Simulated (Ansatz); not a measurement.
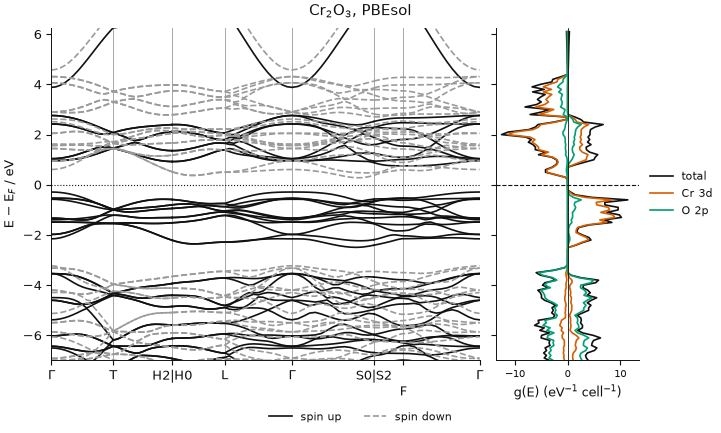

Band structure and density of states. Energies are counted from the Fermi level. The partial curves are projected on Löwdin-orthogonalised atomic shells. Spin-down states are drawn negative.

Input of the run:

```
crystal:
  lattice:
    - [2.4862178984, 1.4354185729, 4.4723821158]
    - [-2.4862178984, 1.4354185729, 4.4723821158]
    - [0.0, -2.8708371458, 4.4723821158]
  atoms:
    - { symbol: Cr, position: [0.3503204332, 0.3503204332, 0.3503204332], spin: 2.64 }
    - { symbol: Cr, position: [0.1496795668, 0.1496795668, 0.1496795668], spin: 2.64 }
    - { symbol: Cr, position: [0.6496795668, 0.6496795668, 0.6496795668], spin: 2.64 }
    - { symbol: Cr, position: [0.8503204332, 0.8503204332, 0.8503204332], spin: 2.64 }
    - { symbol: O, position: [0.5512639374, 0.9487360626, 0.25] }
    - { symbol: O, position: [0.25, 0.5512639374, 0.9487360626] }
    - { symbol: O, position: [0.9487360626, 0.25, 0.5512639374] }
    - { symbol: O, position: [0.4487360626, 0.0512639374, 0.75] }
    - { symbol: O, position: [0.75, 0.4487360626, 0.0512639374] }
    - { symbol: O, position: [0.0512639374, 0.75, 0.4487360626] }
basis:
  ecutwfc: 420
kpoints:
  mp_grid: { grid: [12, 12, 12] }
  band_path:
    path:
      - [[0.0, 0.0, 0.0], [0.5, 0.5, 0.5], [0.76466001, 0.23533999, 0.5]]
      - [[0.5, -0.23533999, 0.23533999], [0.5, 0.0, 0.0], [0.0, 0.0, 0.0], [0.36766999, -0.36766999, 0.0]]
      - [[0.63233001, 0.0, 0.36766999], [0.5, 0.0, 0.5], [0.0, 0.0, 0.0]]
    npoints: 14
hamiltonian:
  xc: pbesol
scf:
  occupations: { method: gaussian, width: 0.02 }
  n_extra_bands: 25
output:
  forces: true
  stress: true
  eigenvalues: true
  populations: true
  dos: { projected: true, de: 0.02, nscf_kmesh: { grid: [18, 18, 18] } }
  bader: true
  write_density: true
  write_potential: true
  elf: true
  volumetric_format: npy
magnetization:
  spin_polarized: true
checkpoint:
  read: start.run
  write: ck
  compress: false
  write_wavefunctions: false
  write_every: 100000
```

Run as:
```bash
ansatz run input.yaml --threads 2 --pin off --max-ram 5120MiB --backend cpu --events-out ev --progress --plain --runs-dir out
```

Question: Read off the fundamental gap and say whether it is direct.

Answer: A semiconductor. The gap along this path is 0.57 eV and indirect, from the valence-band top at Γ to the conduction-band bottom between Γ and S0; the smallest direct gap is 1.21 eV, between F and Γ. The top filled level has spin up and the bottom empty one spin down.

Question: What is the character of the states on either side of the gap?

Answer: By projected weight, the top eV of the valence band is Cr 3d (80 %) and O 2p (15 %); the bottom eV of the conduction band is Cr 3d (85 %). Both edges come from the same d shell, so this is a d–d gap.

Question: How wide is the upper valence band?

Answer: The upper group of valence states starts about 2.2 eV under the valence-band top (which lies at −0.3 eV on this axis), with a gap beneath it; it holds about 12 electrons a cell.

A lower state was found for this cell.
